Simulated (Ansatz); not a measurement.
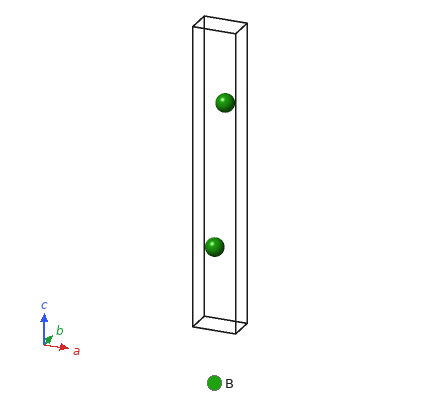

The structure; the drawing may span several cells.

Given this structure, the geometry relaxed with Ansatz, DFT, PBE, plane waves (420 eV) with PAW, scalar-relativistic; the starting structure was generated, so it need not be a known form of this composition, written in its standard cell:

```
B
1.0
     1.71501    0.00000    0.00000
    -0.85751    1.48524    0.00000
     0.00000    0.00000    9.15879
B
2
Direct
  0.33333 0.66667 0.25000
  0.66667 0.33333 0.75000
```

What does the kinematic electron diffraction pattern along [100] look like at 120 kV (B = 0.3 Å²)?

The spots form a rectangular net whose two shortest vectors correspond to d = 9.16 Å and 1.49 Å, 90.0° apart. They are 0 0 1 (itself extinct) and 0 1 0. The pattern has symmetry 2mm. A screw axis and a glide plane both extinguish reflections such as 0 0 1, 0 0 3, 0 0 5.

Strongest reflections with d > 0.80 Å, one of each family (|F|² from tabulated Gaussian fits of the electron scattering factors, times a small damping for the curvature of the Ewald sphere):

```tsv
hkl	d (Å)	I (strongest = 100)
0 0 2	4.579	100
0 0 4	2.290	32
0 0 6	1.526	10
0 1 1	1.466	6
0 1 3	1.336	5
0 0 8	1.145	3
```

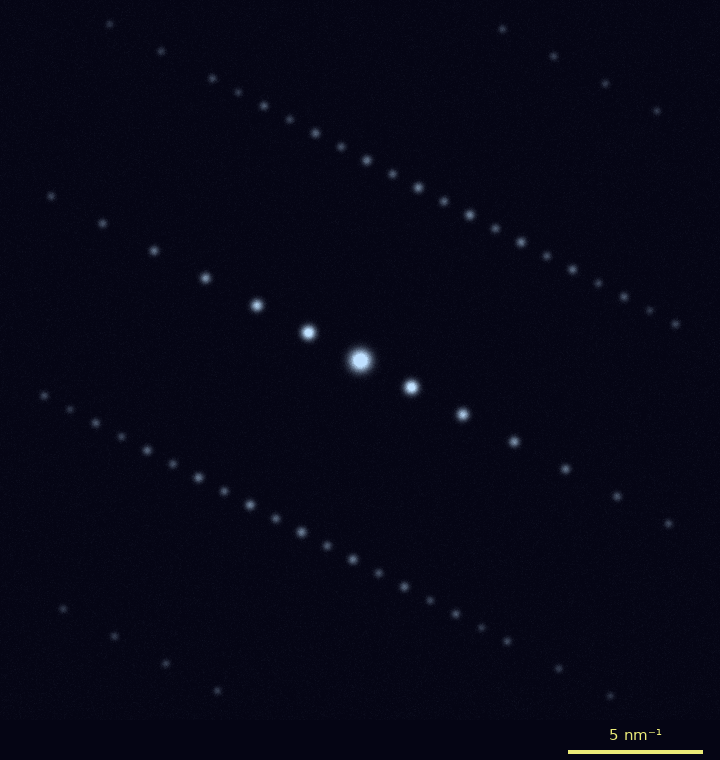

Calculated pattern, seen from the source side with [100] pointing towards the source.
